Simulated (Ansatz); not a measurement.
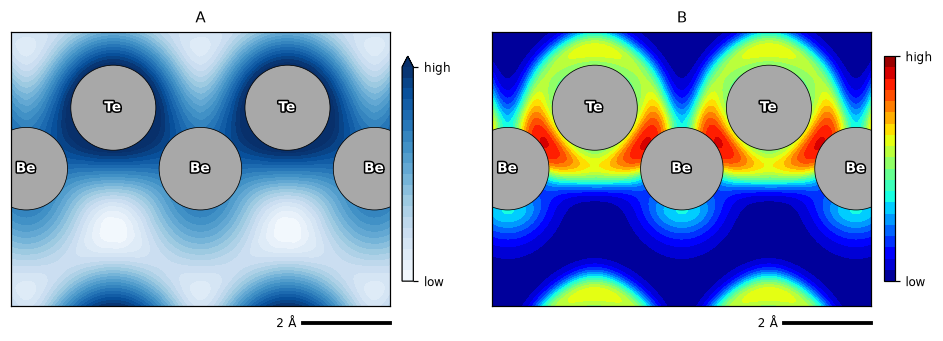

BeTe: 2 fields on the (100) plane of the conventional cell, with unlabelled colour scales. Grey discs cover the atomic cores.

Space group I-4m2; started from the zincblende prototype, which need not be the ambient phase; changed on purpose from its base cell (uniaxial z strain -1.0%).

Level of theory: DFT, HSE06, plane waves, PAW in Ansatz.

```yaml
crystal:
  lattice:
    - [2.82862, -2.82862, 0.00000]
    - [2.82862, 2.82862, 0.00000]
    - [0.00000, 0.00000, 5.60067]
  atoms:
    - { symbol: Be, position: [0.00000, 0.00000, 0.00000] }
    - { symbol: Be, position: [0.50000, 0.50000, 0.50000] }
    - { symbol: Te, position: [0.00000, 0.50000, 0.25000] }
    - { symbol: Te, position: [0.50000, 0.00000, 0.75000] }
```

Question: Match the panels to the quantities (electron localisation function and valence pseudo-density).

Answer: Panel A: valence pseudo-density. Panel B: electron localisation function. From the grid: Be–Te (2.44 Å): ρ at the midpoint is about 0.52 e/Å³; the ELF peaks at about 0.90 between the atoms; a covalent bond.
